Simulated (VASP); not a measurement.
# HgTe: geometry relaxation

System: HgTe (F-43m, 2 atoms in the cell).
Method: Kohn-Sham DFT of a periodic cell, PBE, VASP PAW PBE potentials, minimal, no spin polarisation (VASP 6.6.1).

The structure derives from an entry of the Crystallography Open Database.

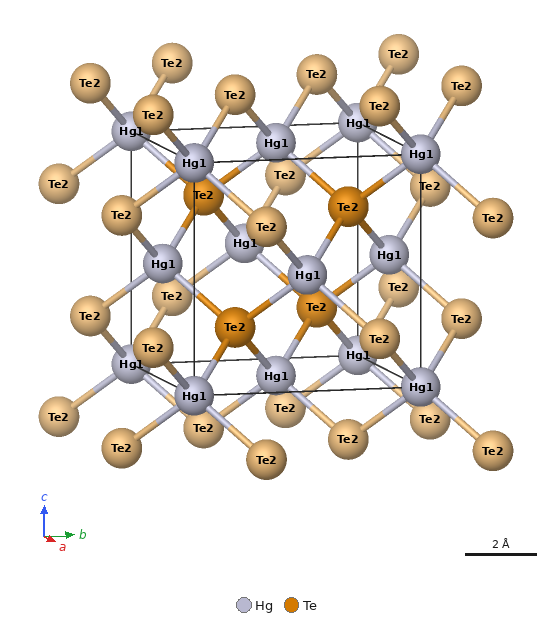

The starting structure (ball-and-stick view of the cell 4 times as large as that of the calculation, set on its symmetry axes, seen slightly off an axis; neighbours outside the cell are drawn fainter; atoms are numbered from 1 in the order of the input).

Key numbers:

| quantity | value |
| --- | --- |
| outcome | converged |
| space group (tolerance 0.01 Å) | F-43m (216) |
| electrons treated | 18 |
| free energy | −3.6232 eV |
| Fermi energy | 2.092 eV |
| gap on the k-point mesh | none (metallic) |
| pressure | −0.64 GPa |
| final volume | 74.84 Å³ |
| largest force (length of the vector) | under 0.001 eV/Å |
| hardware | 1 thread of Intel Xeon @ 2.90GHz (Ice Lake), 360 GiB of memory available, shared host |
| wall time | 15 s |
| peak memory | 0.15 GiB |

Spin–orbit coupling is left out, which matters for Hg.

INCAR:
```
ALGO = Normal
EDIFF = 1E-7
EDIFFG = -0.01
ENCUT = 300
GGA = PE
IBRION = 2
ISIF = 2
ISMEAR = 0
LASPH = True
LCHARG = False
LREAL = False
LWAVE = False
NELM = 80
NSW = 40
PREC = Accurate
SIGMA = 0.03
```

KPOINTS:
```
k-points
0
Gamma
  5 5 5
```

POSCAR:
```
HgTe                                    
1.0
    0.0000000000      3.3447672114      3.3447672114
    3.3447672114     -0.0000000000      3.3447672114
    3.3447672114      3.3447672114     -0.0000000000
  Hg              Te            
     1     1
Direct
     1.0000000000000000    1.0000000000000000    1.0000000000000000
     0.2500000000000000    0.2500000000000000    0.2500000000000000
```

Command:
```bash
cat potpaw_PBE.64/Hg/POTCAR potpaw_PBE.64/Te/POTCAR > POTCAR
mpirun -np 1 vasp_std > vasp.out
```

OSZICAR:
```
N       E                     dE             d eps       ncg     rms          rms(c)
DAV:   1     0.733508488898E+02    0.73351E+02   -0.60019E+03   268   0.761E+02
DAV:   2    -0.111014542548E+01   -0.74461E+02   -0.71981E+02   300   0.214E+02
DAV:   3    -0.379844042420E+01   -0.26883E+01   -0.26816E+01   300   0.430E+01
DAV:   4    -0.382760566581E+01   -0.29165E-01   -0.29163E-01   360   0.378E+00
DAV:   5    -0.382767005866E+01   -0.64393E-04   -0.64393E-04   300   0.166E-01    0.626E+00
DAV:   6    -0.363066239031E+01    0.19701E+00   -0.47235E-01   290   0.932E+00    0.518E+00
DAV:   7    -0.362378771536E+01    0.68747E-02   -0.95542E-02   290   0.228E+00    0.206E+00
DAV:   8    -0.362316804690E+01    0.61967E-03   -0.90293E-03   260   0.122E+00    0.511E-01
DAV:   9    -0.362318163998E+01   -0.13593E-04   -0.82101E-04   300   0.339E-01    0.101E-01
DAV:  10    -0.362321403994E+01   -0.32400E-04   -0.96096E-05   273   0.936E-02    0.472E-02
DAV:  11    -0.362322934749E+01   -0.15308E-04   -0.29805E-05   285   0.415E-02    0.202E-02
DAV:  12    -0.362322888291E+01    0.46458E-06   -0.40667E-06   310   0.144E-02    0.141E-02
DAV:  13    -0.362322887309E+01    0.98159E-08   -0.24338E-07   265   0.369E-03
   1 F= -.36232289E+01 E0= -.36230438E+01  d E =-.362323E+01
```

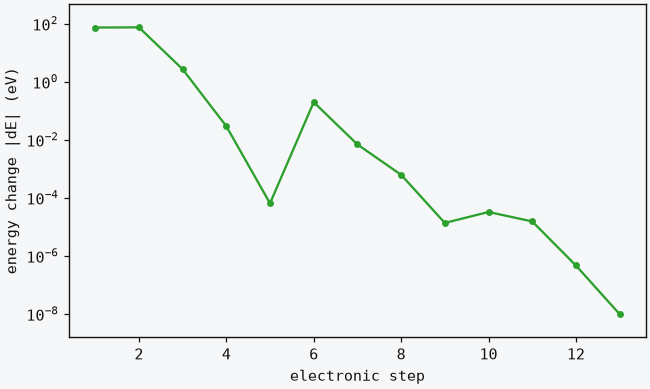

Convergence of the self-consistent field: energy change |dE| against the electronic step. It takes 13 electronic steps. The density is held fixed in the first few steps, and dE rises again when its update begins.

Parts of OUTCAR:
```
EDIFF = 1E-7
   EDIFFG = -0.01
   ENCUT = 300
   GGA = PE
   IBRION = 2
   ISIF = 2
   ISMEAR = 0
   LASPH = True
   LREAL = False
   NELM = 80
   NSW = 40
   PREC = Accurate

 ion  position               nearest neighbor table
   1  0.000  0.000  0.000-   2 2.90   2 2.90   2 2.90   2 2.90
   2  0.250  0.250  0.250-   1 2.90   1 2.90   1 2.90   1 2.90

  LATTYP: Found a face centered cubic cell.
 ALAT       =     6.6895344228

  Lattice vectors:

 A1 = (   0.0000000000,   3.3447672114,   3.3447672114)
 A2 = (   3.3447672114,   0.0000000000,   3.3447672114)
 A3 = (   3.3447672114,   3.3447672114,   0.0000000000)

Analysis of symmetry for initial positions (statically):
=====================================================================
 Subroutine PRICEL returns:
 Original cell was already a primitive cell.

 Routine SETGRP: Setting up the symmetry group for a
 face centered cubic supercell.

 Subroutine GETGRP returns: Found 24 space group operations
 (whereof 24 operations were pure point group operations)
 out of a pool of 48 trial point group operations.

The static configuration has the point symmetry T_d .

Analysis of symmetry for dynamics (positions and initial velocities):
=====================================================================
 Subroutine PRICEL returns:
 Original cell was already a primitive cell.

 Routine SETGRP: Setting up the symmetry group for a
 face centered cubic supercell.

 Subroutine GETGRP returns: Found 24 space group operations
 (whereof 24 operations were pure point group operations)
 out of a pool of 48 trial point group operations.

The dynamic configuration has the point symmetry T_d .

 Subroutine INISYM returns: Found 24 space group operations
 (whereof 24 operations are pure point group operations),
 and found     1 'primitive' translations

----------------------------------------------------------------------------------------

                                     Primitive cell

  volume of cell :      74.8390

  direct lattice vectors                    reciprocal lattice vectors
     0.000000000  3.344767211  3.344767211    -0.149487234  0.149487234  0.149487234
     3.344767211  0.000000000  3.344767211     0.149487234 -0.149487234  0.149487234
     3.344767211  3.344767211  0.000000000     0.149487234  0.149487234 -0.149487234

  length of vectors
     4.730215153  4.730215153  4.730215153     0.258919485  0.258919485  0.258919485

  position of ions in fractional coordinates (direct lattice)
     0.000000000  0.000000000  0.000000000
     0.250000000  0.250000000  0.250000000

  ion indices of the primitive-cell ions
   primitive index   ion index
                 1           1
                 2           2

----------------------------------------------------------------------------------------

 KPOINTS: k-points

Automatic generation of k-mesh.
 Grid dimensions read from file:
 generate k-points for:    5    5    5

 Generating k-lattice:

  Cartesian coordinates                     Fractional coordinates (reciprocal lattice)
    -0.029897447  0.029897447  0.029897447     0.200000000  0.000000000  0.000000000
     0.029897447 -0.029897447  0.029897447     0.000000000  0.200000000  0.000000000
     0.029897447  0.029897447 -0.029897447     0.000000000  0.000000000  0.200000000

  Length of vectors
     0.051783897  0.051783897  0.051783897

  Shift w.r.t. Gamma in fractional coordinates (k-lattice)
     0.000000000  0.000000000  0.000000000

 Subroutine IBZKPT returns following result:
 ===========================================

 Found     10 irreducible k-points:

 Following reciprocal coordinates:
            Coordinates               Weight
  0.000000  0.000000  0.000000      1.000000
  0.200000  0.000000  0.000000      8.000000
  0.400000  0.000000  0.000000      8.000000
  0.200000  0.200000  0.000000      6.000000
  0.400000  0.200000  0.000000     24.000000
 -0.400000  0.200000  0.000000     24.000000
 -0.200000  0.200000  0.000000     12.000000
  0.400000  0.400000  0.000000      6.000000
 -0.400000  0.400000  0.000000     12.000000
 -0.400000  0.400000  0.200000     24.000000
   k-points           NKPTS =     10   k-points in BZ     NKDIM =     10   number of bands    NBANDS=     13
   number of dos      NEDOS =    301   number of ions     NIONS =      2
   total plane-waves  NPLWV =  21952
   dimension x,y,z NGX =    28 NGY =   28 NGZ =   28
   dimension x,y,z NGXF=    56 NGYF=   56 NGZF=   56
   ions per type =               1   1
   NGX,Y,Z   is equivalent  to a cutoff of   9.84,  9.84,  9.84 a.u.
   NGXF,Y,Z  is equivalent  to a cutoff of  19.68, 19.68, 19.68 a.u.
 SYSTEM =  unknown system
   PREC   = accura    normal or accurate (medium, high low for compatibility)
   ISTART =      0    job   : 0-new  1-cont  2-samecut
   ICHARG =      2    charge: 1-file 2-atom 10-const
   ISPIN  =      1    spin polarized calculation?
   LNONCOLLINEAR =      F non collinear calculations
   LSORBIT =      F    spin-orbit coupling
   LASPH  =      T    aspherical Exc in radial PAW
   ENCUT  =  300.0 eV  22.05 Ry    4.70 a.u.   6.68  6.68  6.68*2*pi/ulx,y,z
   NELM   =     80;   NELMIN=  2; NELMDL= -5     # of ELM steps
   EDIFF  = 0.1E-06   stopping-criterion for ELM
   LREAL  =      F    real-space projection
   EDIFFG = -.1E-01   stopping-criterion for IOM
   NSW    =     40    number of steps for IOM
   IBRION =      2    ionic relax: 0-MD 1-quasi-New 2-CG
   NFREE  =      1    steps in history (QN), initial steepest desc. (CG)
   ISIF   =      2    stress and relaxation
   ISYM   =      2    0-nonsym 1-usesym 2-fastsym
   POTIM  = 0.5000    time-step for ionic-motion
   TEBEG  =    0.0;   TEEND  =   0.0 temperature during run
   PSTRESS=    0.0 pullay stress
   NELECT =      18.0000    total number of electrons
   NUPDOWN=      -1.0000    fix difference up-down
   EMIN   =  10.00;   EMAX   =-10.00  energy-range for DOS
   EFERMI =   0.00;   METHOD = LEGACY
   ISMEAR =     0;   SIGMA  =   0.03  broadening in eV -4-tet -1-fermi 0-gaus
   EFERMI_NEDOS =   21; number of points for ismear=-14 and -15
   IALGO  =     38    algorithm
   IMIX   =      4    mixing-type and parameters
     AMIX     =   0.40;   BMIX     =  1.00
     AMIX_MAG =   1.60;   BMIX_MAG =  1.00
  volume/ion in A,a.u.               =      37.42       252.52
  Fermi-wavevector in a.u.,A,eV,Ry     =   1.018098  1.923927 14.102771  1.036524
  Thomas-Fermi vector in A             =   2.151537
   LORBIT       =      0    0 simple, 1 ext, 2 COOP (PROOUT), +10 PAW based schemes
   GGA     = PE    functional components
   LHFCALC =     F    Hartree Fock is set to
   AEXX    =    0.0000 exact exchange contribution
   IVDW    =     0    specifies the selected vdW correction
   LEPSILON=     F    determine dielectric tensor
   LRPA    =     F    only Hartree local field effects (RPA)
 conjugate gradient relaxation of ions
 non-spin polarized calculation
 Gauss-broadening in eV      SIGMA  =   0.03
  energy-cutoff  :      300.00
  volume of cell :       74.84
 maximum number of plane-waves:       899
   NGX = 13   NGY = 13   NGZ = 13

 number of electron      17.9999991 magnetization

 Free energy of the ion-electron system (eV)
  ---------------------------------------------------
  ext. energy  EPLUGINS =         0.00000000
  ---------------------------------------------------
  free energy    TOTEN  =        -3.62322887 eV

  energy without entropy =       -3.62285864  energy(sigma->0) =       -3.62304376

 E-fermi :   2.0920     XC(G=0):  -8.2752     alpha+bet : -6.8783

 val. band max:        2.0828401878   @ k =   0.0000   0.0000   0.0000
 cond. band min:       2.8057150454   @ k =   0.4000   0.0000   0.0000
 fundamental gap:      0.7228748576
 Fermi energy:         2.0919772664

 k-point     1 :       0.0000    0.0000    0.0000
  band No.  band energies     occupation
      1      -9.2248      2.00000
      2      -4.7270      2.00000
      3      -4.7270      2.00000
      4      -4.7270      2.00000
      5      -4.3131      2.00000
      6      -4.3131      2.00000
      7       1.1101      2.00000
      8       2.0828      1.33334
      9       2.0828      1.33333
     10       2.0828      1.33333
     11       6.4713      0.00000
     12       6.4713      0.00000
     13       6.4713      0.00000

 k-point     2 :       0.2000    0.0000    0.0000
  band No.  band energies     occupation
      1      -9.0766      2.00000
      2      -4.6881      2.00000
      3      -4.6881      2.00000
      4      -4.6389      2.00000
      5      -4.3151      2.00000
      6      -4.3151      2.00000
      7      -0.5494      2.00000
      8       1.7714      2.00000
      9       1.7714      2.00000
     10       2.8428      0.00000
     11       6.5788      0.00000
     12       6.8918      0.00000
     13       6.8918      0.00000

 k-point     3 :       0.4000    0.0000    0.0000
  band No.  band energies     occupation
      1      -8.8183      2.00000
      2      -4.6361      2.00000
      3      -4.6361      2.00000
      4      -4.3015      2.00000
      5      -4.3015      2.00000
      6      -4.2456      2.00000
      7      -2.3911      2.00000
      8       1.3486      2.00000
      9       1.3486      2.00000
     10       2.8057      0.00000
     11       7.1900      0.00000
     12       7.1900      0.00000
     13       8.3945      0.00000

 k-point     4 :       0.2000    0.2000    0.0000
  band No.  band energies     occupation
      1      -9.0265      2.00000
      2      -4.6729      2.00000
      3      -4.6456      2.00000
      4      -4.6456      2.00000
      5      -4.3331      2.00000
      6      -4.2967      2.00000
      7      -0.6456      2.00000
      8       1.3025      2.00000
      9       1.3025      2.00000
     10       3.6403      0.00000
     11       5.4353      0.00000
     12       7.6492      0.00000
     13       7.6492      0.00000

 k-point     5 :       0.4000    0.2000    0.0000
  band No.  band energies     occupation
      1      -8.8010      2.00000
      2      -4.6186      2.00000
      3      -4.5809      2.00000
      4      -4.4468      2.00000
      5      -4.2864      2.00000
      6      -4.2571      2.00000
      7      -2.0020      2.00000
      8       0.5668      2.00000
      9       0.8824      2.00000
     10       3.9839      0.00000
     11       5.9702      0.00000
     12       7.7971      0.00000
     13       8.2089      0.00000

 k-point     6 :      -0.4000    0.2000    0.0000
  band No.  band energies     occupation
      1      -8.7101      2.00000
      2      -4.5999      2.00000
      3      -4.5805      2.00000
      4      -4.3301      2.00000
      5      -4.3057      2.00000
      6      -4.0332      2.00000
      7      -2.6753      2.00000
      8       0.0700      2.00000
      9       1.0131      2.00000
     10       3.9725      0.00000
     11       6.7332      0.00000
     12       7.8851      0.00000
     13       8.4674      0.00000

 k-point     7 :      -0.2000    0.2000    0.0000
  band No.  band energies     occupation
      1      -8.8882      2.00000
      2      -4.6424      2.00000
      3      -4.6245      2.00000
      4      -4.4774      2.00000
      5      -4.3288      2.00000
      6      -4.2838      2.00000
      7      -1.5785      2.00000
      8       0.5022      2.00000
      9       1.5528      2.00000
     10       3.7281      0.00000
     11       6.7581      0.00000
     12       7.2442      0.00000
     13       7.3218      0.00000

 k-point     8 :       0.4000    0.4000    0.0000
  band No.  band energies     occupation
      1      -8.6779      2.00000
      2      -4.5518      2.00000
      3      -4.4930      2.00000
      4      -4.4930      2.00000
      5      -4.2695      2.00000
      6      -4.1355      2.00000
      7      -2.4289      2.00000
      8       0.3594      2.00000
      9       0.3594      2.00000
     10       3.9958      0.00000
     11       4.9362      0.00000
     12       9.4756      0.00000
     13       9.8576      0.00000

 k-point     9 :      -0.4000    0.4000    0.0000
  band No.  band energies     occupation
      1      -8.6209      2.00000
      2      -4.5561      2.00000
      3      -4.4919      2.00000
      4      -4.4180      2.00000
      5      -4.2831      2.00000
      6      -3.9037      2.00000
      7      -2.8349      2.00000
      8      -0.2242      2.00000
      9       0.4274      2.00000
     10       4.2575      0.00000
     11       5.7250      0.00000
     12       9.1264      0.00000
     13       9.4672      0.00000

 k-point    10 :      -0.4000    0.4000    0.2000
  band No.  band energies     occupation
      1      -8.6560      2.00000
      2      -4.5538      2.00000
      3      -4.5439      2.00000
      4      -4.3794      2.00000
      5      -4.3034      2.00000
      6      -3.9884      2.00000
      7      -2.6526      2.00000
      8      -0.1586      2.00000
      9       0.4089      2.00000
     10       4.6674      0.00000
     11       6.3989      0.00000
     12       7.3210      0.00000
     13       9.3443      0.00000

------------------------ aborting loop because EDIFF is reached ----------------------------------------

  FORCE on cell =-STRESS in cart. coord.  units (eV):
  Direction    XX          YY          ZZ          XY          YZ          ZX
  --------------------------------------------------------------------------------------
  -------------------------------------------------------------------------------------
  Total       -0.2991622     -0.2991622     -0.2991622     -0.0000000      0.0000000     -0.0000000
  in kB       -6.4045637     -6.4045637     -6.4045637     -0.0000000      0.0000000     -0.0000000
  external PRESSURE =      -6.4045637 kB  Pullay stress =       0.0000000 kB

 VOLUME and BASIS-vectors are now :
 -----------------------------------------------------------------------------
  energy-cutoff  :      300.00
  volume of cell :       74.84
      direct lattice vectors                 reciprocal lattice vectors
     0.000000000  3.344767211  3.344767211    -0.149487234  0.149487234  0.149487234
     3.344767211  0.000000000  3.344767211     0.149487234 -0.149487234  0.149487234
     3.344767211  3.344767211  0.000000000     0.149487234  0.149487234 -0.149487234

 POSITION                                       TOTAL-FORCE (eV/Angst)
 -----------------------------------------------------------------------------------
      0.00000      0.00000      0.00000         0.000000      0.000000      0.000000
      1.67238      1.67238      1.67238        -0.000000     -0.000000     -0.000000
 -----------------------------------------------------------------------------------
    total drift:                               -0.000000     -0.000000     -0.000000

  FREE ENERGIE OF THE ION-ELECTRON SYSTEM (eV)
  ---------------------------------------------------
  free  energy   TOTEN  =        -3.6232288731 eV

  energy  without entropy=       -3.6228586435  energy(sigma->0) =       -3.62304376

 reached required accuracy - stopping structural energy minimisation
```

CONTCAR:
```
HgTe
   1.00000000000000
     0.0000000000000000    3.3447672114000002    3.3447672114000002
     3.3447672114000002    0.0000000000000000    3.3447672114000002
     3.3447672114000002    3.3447672114000002    0.0000000000000000
  Hg              Te
     1     1
Direct
     0.0000000000000000    0.0000000000000000    0.0000000000000000
     0.2500000000000000    0.2500000000000000    0.2500000000000000

  0.00000000E+00  0.00000000E+00  0.00000000E+00
  0.00000000E+00  0.00000000E+00  0.00000000E+00
```
